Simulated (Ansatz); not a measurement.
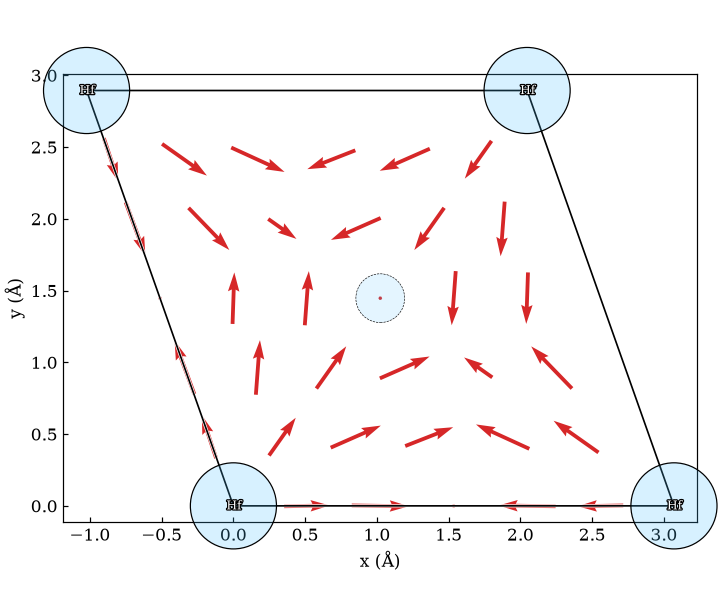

H on a Hf(110) slab cut from the Im-3m phase, its upper half relaxed before the scan (3 atoms of substrate and one adsorbate in a 1 × 1 cell). 
- H is moved over the surface cell; relaxed at each place: the height of the adsorbate's atoms; substrate rigid; the origin of the map has the adsorbate above Hf3.
- Places are given modulo a cell vector. The map is drawn in real space over the plane of the surface.
- Grid: 6 × 6 points; 13 points were computed and 23 follow by symmetry.
- With one adsorbate in each 1 × 1 cell, its nearest image is 3.1 Å away, so neighbouring adsorbates interact.
- These are results of DFT PBE, scalar-relativistic, plane waves, PAW (Ansatz 0.2.0), not measurements. Settings: cutoff 420 eV, k-mesh 9×9×1, gaussian smearing 0.1 eV, no spin polarisation.

Drawn: arrows along the force (downhill), their lengths compressed, labelled circles for the atoms of the top layer and small ones for the second layer, the outline of one cell of the plane.

Q: The arrows alone are given. Where are the wells?

A: The arrows converge at about (0.35, 0.65) of the cell vectors; (4/6, 2/6) of the cell vectors [nearest 1 Hf at 2.00 Å] (read from the interpolated surface).

The energy map of the same scan:

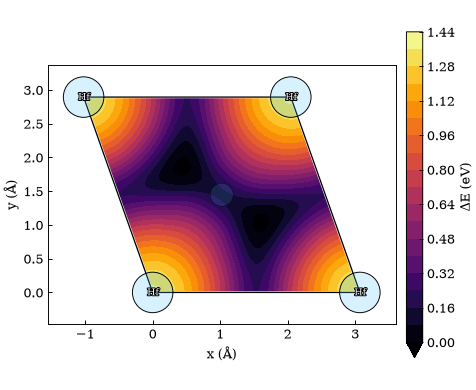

Energies are in eV, from the lowest grid point; between grid points the surface is interpolated.
